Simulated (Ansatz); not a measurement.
**Ga$_{4}$AsP$_{3}$: density, localisation and related maps**

Input file:

```
crystal:
  lattice:
    - [5.5040447875, 0.0, 0.0]
    - [0.0, 5.5040447875, 0.0]
    - [0.0, 0.0, 5.5040447875]
  atoms:
    - { symbol: P, position: [0.5, 0.0, 0.0] }
    - { symbol: Ga, position: [0.2458135314, 0.7541864686, 0.7541864686] }
    - { symbol: P, position: [0.0, 0.5, 0.0] }
    - { symbol: Ga, position: [0.7541864686, 0.2458135314, 0.7541864686] }
    - { symbol: P, position: [0.0, 0.0, 0.5] }
    - { symbol: Ga, position: [0.7541864686, 0.7541864686, 0.2458135314] }
    - { symbol: As, position: [0.5, 0.5, 0.5] }
    - { symbol: Ga, position: [0.2458135314, 0.2458135314, 0.2458135314] }
kpoints:
  mp_grid: { grid: [6, 6, 6] }
  band_path:
    path:
      - [[0.0, 0.0, 0.0], [9.717160718002e-51, 0.5, 4.19894100159e-34], [0.5, 0.5, 7.348146752782e-34], [0.0, 0.0, 0.0], [0.5, 0.5, 0.5], [9.717160718002e-51, 0.5, 4.19894100159e-34]]
      - [[0.5, 0.5, 0.5], [0.5, 0.5, 7.348146752782e-34]]
    npoints: 10
hamiltonian:
  xc: pbe
scf:
  occupations: { method: fermi_dirac, width: 0.02 }
  n_extra_bands: 6
output:
  forces: true
  stress: true
  eigenvalues: true
  write_density: true
  write_potential: true
  elf: true
  volumetric_format: npy
```

Launched as:

```sh
ansatz run input.yaml --threads 4 --pin off --max-ram 6451MiB --backend cpu --events-out ev --progress --plain --runs-dir out
```

Below, planes, directions and counts refer to the conventional cell (a = 5.50 Å, b = 5.50 Å, c = 5.50 Å, α = 90.00°, β = 90.00°, γ = 90.00°).

Space group P-43m; started from the ordered alloy on zincblende lattice prototype, which need not be the ambient phase; computed pressure about 3 GPa in this cell.

Method: Ansatz, DFT, PBE, plane waves, PAW.

The density is the valence pseudo-density of a PAW calculation; it isn't the true density close to the nuclei.

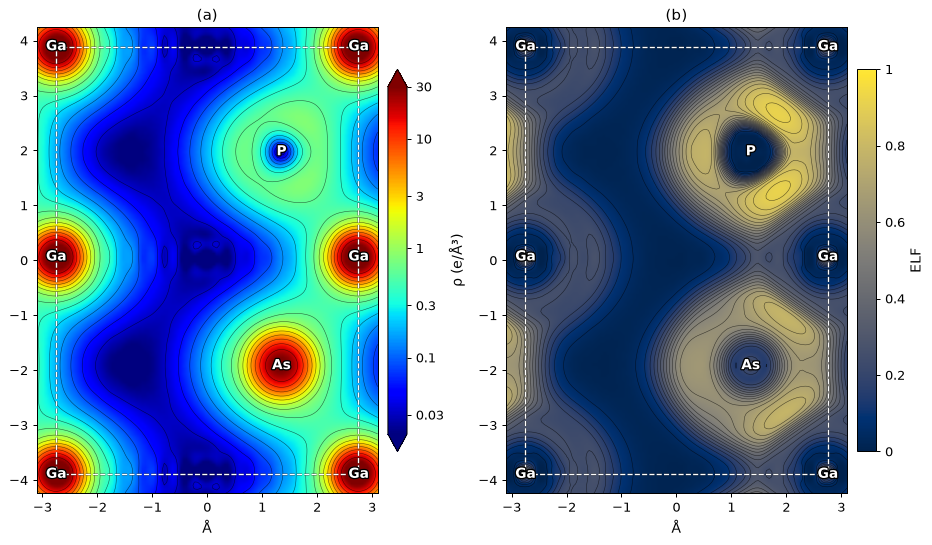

Figure 1. (a) valence electron density; (b) electron localisation function on the (101) plane of the conventional cell.

**What does the map show?**

Atoms in the plane: Ga, P and As.
Ga–P (2.37 Å): the density is about 0.54 e/Å³ at the midpoint; the ELF peaks at about 0.90 in the valence shell of P, 0.9 Å from its nucleus, and is about 0.75 at the midpoint.
Ga–As (2.42 Å): the density is about 0.52 e/Å³ at the midpoint; the ELF peaks at about 0.80 between the atoms (localised, covalent bonding).
The density dies away to nearly zero in the voids.

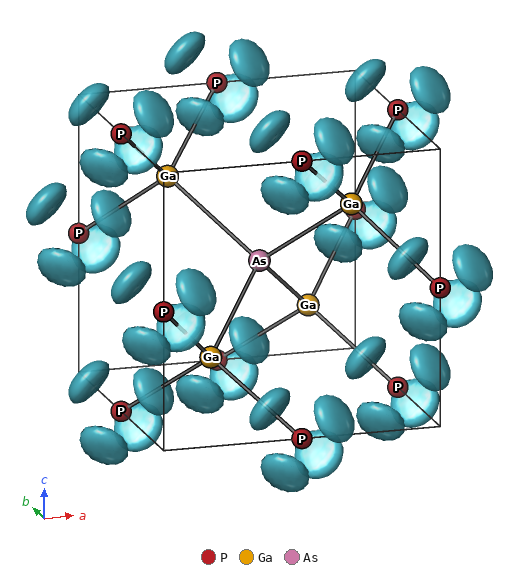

Figure 2. Isosurface of the ELF at 0.85 (cyan), seen at an oblique angle. Core shells and regions of very low density are left out. Sticks mark near contacts.

**Identify the bonds, lone pairs and shells in this picture.**

At this value the surface marks out twelve lobes of the valence shell of P pointing towards Ga (polar bonds), counted in one cell of 8 atoms. Regions shared between cells count once.

**Metal or insulator at this level of theory?**

It is gapped, with a Kohn–Sham gap of 1.3 eV on the k-point mesh (the band edges may lie off the mesh, which would make the gap smaller).
